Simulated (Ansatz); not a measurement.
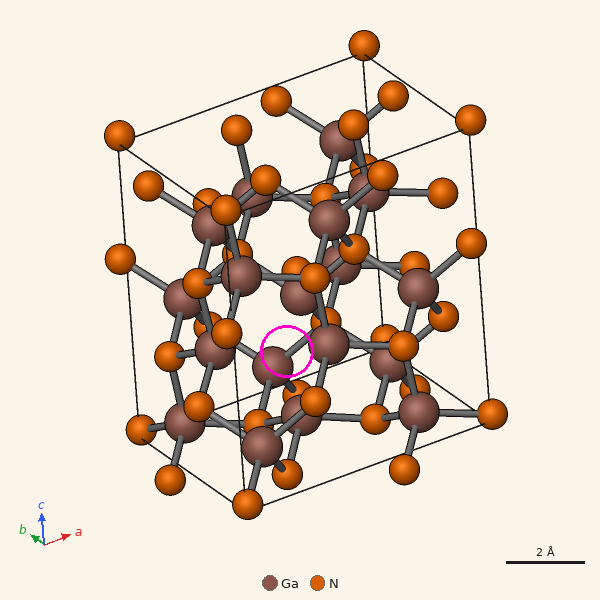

Ball-and-stick model, viewed slightly off an axis. One supercell is framed, with atoms on its boundary repeated. The host is GaN, in a cell of 36 sites, and the cell is neutral. A ring marks the defect's site.

What imperfection does the supercell contain?

A nitrogen vacancy. Around the empty site lie four Ga at about 1.9 Å.

The numbers come from Ansatz, DFT PBE, scalar-relativistic, plane waves, PAW, using a plane-wave cutoff of 420 eV, the zone sampled with 2×2×2 points, Gaussian smearing of 0.01 eV, collinear spins.

Does the defect leave unpaired spin?

Yes, 1.0 μB in the cell.

The atoms were relaxed in the host's cell with DFT PBE, scalar-relativistic, plane waves, PAW (Ansatz 0.2.0).
